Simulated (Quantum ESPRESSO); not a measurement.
# Density-of-states run, with input and output: PtS₂ (part 1 of 2)

The run: density-of-states run of PtS₂ (P-3m1, 3 atoms in the cell). Method and program: Kohn-Sham DFT of a periodic cell, PBE with XDM, JTH 2.0 PBE, spin-polarised (Quantum ESPRESSO 7.5).

The structure derives from an entry of the Crystallography Open Database.

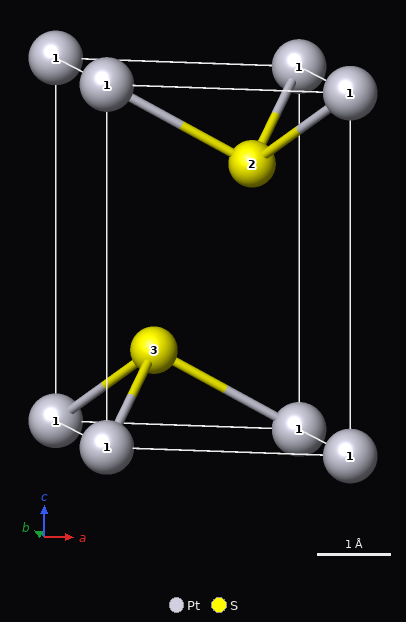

*The input geometry (ball-and-stick view of the cell of the calculation, seen slightly off an axis; atoms are numbered from 1 in the order of the input). An atom can appear more than once, as a periodic image.*

Key numbers:

- outcome: converged
- space group (tolerance 0.01 Å): P-3m1 (164)
- electrons treated: 22
- free energy: −11973.3575 eV
- Fermi energy: 10.017 eV
- gap on the k-point mesh: 1.01 eV
- net moment of the cell: 0.00 μB
- integrated absolute moment: 0.00 μB
- pressure: 8.81 GPa
- largest force (length of the vector): 1.356 eV/Å
- hardware: 1 thread of AMD EPYC (Zen 3), 24 GiB of memory available, shared host
- wall time: 3.3 min
- peak memory: 0.18 GiB

Notes on the run: negative rho. Spin–orbit coupling is left out, which matters for Pt. The cell is under a pressure of 8.8 GPa at this level, so it is not at its equilibrium volume.

Input file:
```
&CONTROL
  calculation = 'scf'
  prefix = 'pwscf'
  outdir = './tmp'
  pseudo_dir = './pseudo'
  tprnfor = .true.
  tstress = .true.
  disk_io = 'low'
/
&SYSTEM
  ibrav = 0
  nat = 3
  ntyp = 2
  ecutwfc = 36
  ecutrho = 216
  nbnd = 21
  occupations = 'smearing'
  smearing = 'gaussian'
  degauss = 0.01469973
  nspin = 2
  starting_magnetization(1) = 0.05
  starting_magnetization(2) = 0
  vdw_corr = 'xdm'
/
&ELECTRONS
  conv_thr = 6d-10
  electron_maxstep = 120
  mixing_beta = 0.3
/
ATOMIC_SPECIES
Pt   195.0840 Pt.GGA_PBE-JTH.UPF
S     32.0600 S.GGA_PBE-JTH.UPF
CELL_PARAMETERS angstrom
   3.5432000000    0.0000000000    0.0000000000
  -1.7716000000    3.0685012107    0.0000000000
   0.0000000000    0.0000000000    5.0388000000
ATOMIC_POSITIONS crystal
Pt     0.0000000000    0.0000000000    0.0000000000
S      0.6666666667    0.3333333333    0.7730000000
S      0.3333333333    0.6666666667    0.2270000000
K_POINTS automatic
9 9 5 0 0 0
```

File pp_density.in:
```
&INPUTPP
  prefix = 'pwscf'
  outdir = './tmp'
  filplot = 'density.dat'
  plot_num = 0
/
&PLOT
  nfile = 1
  filepp(1) = 'density.dat'
  iflag = 3
  output_format = 6
  fileout = 'density.cube'
/
```

File pp_potential.in:
```
&INPUTPP
  prefix = 'pwscf'
  outdir = './tmp'
  filplot = 'potential.dat'
  plot_num = 11
/
&PLOT
  nfile = 1
  filepp(1) = 'potential.dat'
  iflag = 3
  output_format = 6
  fileout = 'potential.cube'
/
```

File pp_spin.in:
```
&INPUTPP
  prefix = 'pwscf'
  outdir = './tmp'
  filplot = 'spin.dat'
  plot_num = 6
/
&PLOT
  nfile = 1
  filepp(1) = 'spin.dat'
  iflag = 3
  output_format = 6
  fileout = 'spin.cube'
/
```

File nscf.in:
```
&CONTROL
  calculation = 'nscf'
  prefix = 'pwscf'
  outdir = './tmp'
  pseudo_dir = './pseudo'
  disk_io = 'low'
/
&SYSTEM
  ibrav = 0
  nat = 3
  ntyp = 2
  ecutwfc = 36
  ecutrho = 216
  nbnd = 21
  occupations = 'tetrahedra_opt'
  nspin = 2
  starting_magnetization(1) = 0.05
  starting_magnetization(2) = 0
  vdw_corr = 'xdm'
/
&ELECTRONS
  conv_thr = 1d-08
  electron_maxstep = 120
  mixing_beta = 0.3
/
ATOMIC_SPECIES
Pt   195.0840 Pt.GGA_PBE-JTH.UPF
S     32.0600 S.GGA_PBE-JTH.UPF
CELL_PARAMETERS angstrom
   3.5432000000    0.0000000000    0.0000000000
  -1.7716000000    3.0685012107    0.0000000000
   0.0000000000    0.0000000000    5.0388000000
ATOMIC_POSITIONS crystal
Pt     0.0000000000    0.0000000000    0.0000000000
S      0.6666666667    0.3333333333    0.7730000000
S      0.3333333333    0.6666666667    0.2270000000
K_POINTS automatic
14 14 8 0 0 0
```

File dos.in:
```
&DOS
  prefix = 'pwscf'
  outdir = './tmp'
  fildos = 'dos.dat'
  Emin = -5
  Emax = 20
  DeltaE = 0.05
/
```

Run as:
```bash
OMP_NUM_THREADS=1 pw.x -in pw.in > pw.out
OMP_NUM_THREADS=1 pp.x -in pp_density.in > pp_density.out
OMP_NUM_THREADS=1 pp.x -in pp_potential.in > pp_potential.out
OMP_NUM_THREADS=1 pp.x -in pp_spin.in > pp_spin.out
OMP_NUM_THREADS=1 pw.x -in nscf.in > nscf.out
OMP_NUM_THREADS=1 dos.x -in dos.in > dos.out
```

Log:
```
This program is part of the open-source Quantum ESPRESSO suite
     for quantum simulation of materials; please cite
         "P. Giannozzi et al., J. Phys.:Condens. Matter 21 395502 (2009);
         "P. Giannozzi et al., J. Phys.:Condens. Matter 29 465901 (2017);
         "P. Giannozzi et al., J. Chem. Phys. 152 154105 (2020);
          URL
     in publications or presentations arising from this work. More details at

     file Pt.GGA_PBE-JTH.UPF: wavefunction(s)  6S 0S 6P 0P 5D 0D renormalized
     file S.GGA_PBE-JTH.UPF: wavefunction(s)  3S 0S 3P 0P renormalized
     Message from routine setup:
     using ibrav=0 with symmetry is DISCOURAGED, use correct ibrav instead

     G-vector sticks info
     --------------------
     sticks:   dense  smooth     PW     G-vecs:    dense   smooth      PW
     Sum         673     439    139                19809    10807    1863

     Using Slab Decomposition

     bravais-lattice index     =            0
     lattice parameter (alat)  =       6.6957  a.u.
     unit-cell volume          =     369.6968 (a.u.)^3
     number of atoms/cell      =            3
     number of atomic types    =            2
     number of electrons       =        22.00
     number of Kohn-Sham states=           21
     kinetic-energy cutoff     =      36.0000  Ry
     charge density cutoff     =     216.0000  Ry
     scf convergence threshold =      6.0E-10
     mixing beta               =       0.3000
     number of iterations used =            8  plain     mixing
     Exchange-correlation= SLA PW PBX PBC
                           (   1   4   3   4   0   0   0)

     celldm(1)=   6.695678  celldm(2)=   0.000000  celldm(3)=   0.000000
     celldm(4)=   0.000000  celldm(5)=   0.000000  celldm(6)=   0.000000

     crystal axes: (cart. coord. in units of alat)
               a(1) = (   1.000000   0.000000   0.000000 )
               a(2) = (  -0.500000   0.866025   0.000000 )
               a(3) = (   0.000000   0.000000   1.422104 )

     reciprocal axes: (cart. coord. in units 2 pi/alat)
               b(1) = (  1.000000  0.577350 -0.000000 )
               b(2) = (  0.000000  1.154701  0.000000 )
               b(3) = (  0.000000 -0.000000  0.703183 )

     PseudoPot. # 1 for Pt read from file:
     Pt.GGA_PBE-JTH.UPF
     Pseudo is Projector augmented-wave + core cor, Zval = 10.0
     Generated using ATOMPAW code
     Shape of augmentation charge: SINC**2
     Using radial grid of 1126 points,  6 beta functions with:
                l(1) =   0
                l(2) =   0
                l(3) =   1
                l(4) =   1
                l(5) =   2
                l(6) =   2
     Q(r) pseudized with 0 coefficients

     PseudoPot. # 2 for S  read from file:
     S.GGA_PBE-JTH.UPF
     Pseudo is Projector augmented-wave + core cor, Zval =  6.0
     Generated using ATOMPAW code
     Shape of augmentation charge: SINC**2
     Using radial grid of  999 points,  4 beta functions with:
                l(1) =   0
                l(2) =   0
                l(3) =   1
                l(4) =   1
     Q(r) pseudized with 0 coefficients

     atomic species   valence    mass     pseudopotential
     Pt               10.00   195.08400     Pt( 1.00)
     S                 6.00    32.06000     S ( 1.00)

     Starting magnetic structure
     atomic species   magnetization
     Pt              0.050
     S               0.000

     12 Sym. Ops., with inversion, found

   Cartesian axes

     site n.     atom                  positions (alat units)
         1        Pt     tau(   1) = (   0.0000000   0.0000000   0.0000000  )
         2        S      tau(   2) = (   0.5000000   0.2886751   1.0992866  )
         3        S      tau(   3) = (  -0.0000000   0.5773503   0.3228177  )

     number of k points=    50  Gaussian smearing, width (Ry)=  0.0147
                       cart. coord. in units 2pi/alat
        k(    1) = (   0.0000000   0.0000000   0.0000000), wk =   0.0024691
        k(    2) = (   0.0000000   0.0000000   0.1406367), wk =   0.0049383
        k(    3) = (   0.0000000   0.0000000   0.2812733), wk =   0.0049383
        k(    4) = (   0.0000000   0.1283001   0.0000000), wk =   0.0148148
        k(    5) = (   0.0000000   0.1283001   0.1406367), wk =   0.0148148
        k(    6) = (   0.0000000   0.1283001   0.2812733), wk =   0.0148148
        k(    7) = (   0.0000000   0.2566001   0.0000000), wk =   0.0148148
        k(    8) = (   0.0000000   0.2566001   0.1406367), wk =   0.0148148
        k(    9) = (   0.0000000   0.2566001   0.2812733), wk =   0.0148148
        k(   10) = (   0.0000000   0.3849002   0.0000000), wk =   0.0148148
        k(   11) = (   0.0000000   0.3849002   0.1406367), wk =   0.0148148
        k(   12) = (   0.0000000   0.3849002   0.2812733), wk =   0.0148148
        k(   13) = (   0.0000000   0.5132002   0.0000000), wk =   0.0148148
        k(   14) = (   0.0000000   0.5132002   0.1406367), wk =   0.0148148
        k(   15) = (   0.0000000   0.5132002   0.2812733), wk =   0.0148148
        k(   16) = (   0.1111111   0.1924501   0.0000000), wk =   0.0148148
        k(   17) = (   0.1111111   0.1924501   0.1406367), wk =   0.0296296
        k(   18) = (   0.1111111   0.1924501   0.2812733), wk =   0.0296296
        k(   19) = (   0.1111111   0.3207501   0.0000000), wk =   0.0296296
        k(   20) = (   0.1111111   0.3207501   0.1406367), wk =   0.0296296
        k(   21) = (   0.1111111   0.3207501   0.2812733), wk =   0.0296296
        k(   22) = (   0.1111111   0.4490502   0.0000000), wk =   0.0296296
        k(   23) = (   0.1111111   0.4490502   0.1406367), wk =   0.0296296
        k(   24) = (   0.1111111   0.4490502   0.2812733), wk =   0.0296296
        k(   25) = (   0.1111111   0.5773503   0.0000000), wk =   0.0148148
        k(   26) = (   0.1111111   0.5773503   0.1406367), wk =   0.0296296
        k(   27) = (   0.1111111   0.5773503   0.2812733), wk =   0.0296296
        k(   28) = (   0.2222222   0.3849002   0.0000000), wk =   0.0148148
        k(   29) = (   0.2222222   0.3849002   0.1406367), wk =   0.0296296
        k(   30) = (   0.2222222   0.3849002   0.2812733), wk =   0.0296296
        k(   31) = (   0.2222222   0.5132002   0.0000000), wk =   0.0296296
        k(   32) = (   0.2222222   0.5132002   0.1406367), wk =   0.0296296
        k(   33) = (   0.2222222   0.5132002   0.2812733), wk =   0.0296296
        k(   34) = (   0.3333333   0.5773503   0.0000000), wk =   0.0049383
        k(   35) = (   0.3333333   0.5773503   0.1406367), wk =   0.0098765
        k(   36) = (   0.3333333   0.5773503   0.2812733), wk =   0.0098765
        k(   37) = (   0.0000000   0.1283001  -0.1406367), wk =   0.0148148
        k(   38) = (   0.0000000   0.1283001  -0.2812733), wk =   0.0148148
        k(   39) = (   0.0000000   0.2566001  -0.1406367), wk =   0.0148148
        k(   40) = (   0.0000000   0.2566001  -0.2812733), wk =   0.0148148
        k(   41) = (   0.0000000   0.3849002  -0.1406367), wk =   0.0148148
        k(   42) = (   0.0000000   0.3849002  -0.2812733), wk =   0.0148148
        k(   43) = (   0.0000000   0.5132002  -0.1406367), wk =   0.0148148
        k(   44) = (   0.0000000   0.5132002  -0.2812733), wk =   0.0148148
        k(   45) = (  -0.1111111   0.3207501  -0.1406367), wk =   0.0296296
        k(   46) = (  -0.1111111   0.3207501  -0.2812733), wk =   0.0296296
        k(   47) = (  -0.1111111   0.4490502  -0.1406367), wk =   0.0296296
        k(   48) = (  -0.1111111   0.4490502  -0.2812733), wk =   0.0296296
        k(   49) = (  -0.2222222   0.5132002  -0.1406367), wk =   0.0296296
        k(   50) = (  -0.2222222   0.5132002  -0.2812733), wk =   0.0296296

     Dense  grid:    19809 G-vectors     FFT dimensions: (  32,  32,  45)

     Smooth grid:    10807 G-vectors     FFT dimensions: (  25,  25,  40)

     Check: negative core charge=   -0.000004
     Generating pointlists ...
     new r_m :   0.2729 (alat units)  1.8270 (a.u.) for type    1
     new r_m :   0.2729 (alat units)  1.8270 (a.u.) for type    2

     Initial potential from superposition of free atoms

     starting charge      21.9998, renormalised to      22.0000

     negative rho (up, down):  5.409E-02 5.430E-02
     Starting wfcs are   34 randomized atomic wfcs

     Self-consistent Calculation

     iteration #  1     ecut=    36.00 Ry     beta= 0.30
     Davidson diagonalization with overlap
     ethr =  1.00E-02,  avg # of iterations =  5.8

     negative rho (up, down):  5.659E-02 5.683E-02

     total energy              =    -879.81889904 Ry
     estimated scf accuracy    <       0.43914780 Ry

     total magnetization       =     0.00 Bohr mag/cell
     absolute magnetization    =     0.07 Bohr mag/cell

     iteration #  2     ecut=    36.00 Ry     beta= 0.30
     Davidson diagonalization with overlap
     ethr =  2.00E-03,  avg # of iterations =  1.6

     negative rho (up, down):  5.714E-02 5.739E-02

     total energy              =    -879.93395813 Ry
     estimated scf accuracy    <       0.04883889 Ry

     total magnetization       =     0.00 Bohr mag/cell
     absolute magnetization    =     0.07 Bohr mag/cell

     iteration #  3     ecut=    36.00 Ry     beta= 0.30
     Davidson diagonalization with overlap
     ethr =  2.22E-04,  avg # of iterations =  4.9

     negative rho (up, down):  5.858E-02 5.883E-02

     total energy              =    -879.95065236 Ry
     estimated scf accuracy    <       0.00990529 Ry

     total magnetization       =     0.00 Bohr mag/cell
     absolute magnetization    =     0.06 Bohr mag/cell

     iteration #  4     ecut=    36.00 Ry     beta= 0.30
     Davidson diagonalization with overlap
     ethr =  4.50E-05,  avg # of iterations =  4.6

     negative rho (up, down):  5.896E-02 5.916E-02

     total energy              =    -879.95208478 Ry
     estimated scf accuracy    <       0.00119311 Ry

     total magnetization       =     0.00 Bohr mag/cell
     absolute magnetization    =     0.03 Bohr mag/cell

     iteration #  5     ecut=    36.00 Ry     beta= 0.30
     Davidson diagonalization with overlap
     ethr =  5.42E-06,  avg # of iterations =  5.4

     negative rho (up, down):  5.914E-02 5.931E-02

     total energy              =    -879.95231585 Ry
     estimated scf accuracy    <       0.00014795 Ry

     total magnetization       =     0.00 Bohr mag/cell
     absolute magnetization    =     0.02 Bohr mag/cell

     iteration #  6     ecut=    36.00 Ry     beta= 0.30
     Davidson diagonalization with overlap
     ethr =  6.73E-07,  avg # of iterations =  3.3

     negative rho (up, down):  5.915E-02 5.924E-02

     total energy              =    -879.95235277 Ry
     estimated scf accuracy    <       0.00001590 Ry

     total magnetization       =    -0.00 Bohr mag/cell
     absolute magnetization    =     0.01 Bohr mag/cell

     iteration #  7     ecut=    36.00 Ry     beta= 0.30
     Davidson diagonalization with overlap
     ethr =  7.23E-08,  avg # of iterations =  3.9

     negative rho (up, down):  5.915E-02 5.921E-02

     total energy              =    -879.95236149 Ry
     estimated scf accuracy    <       0.00000113 Ry
```
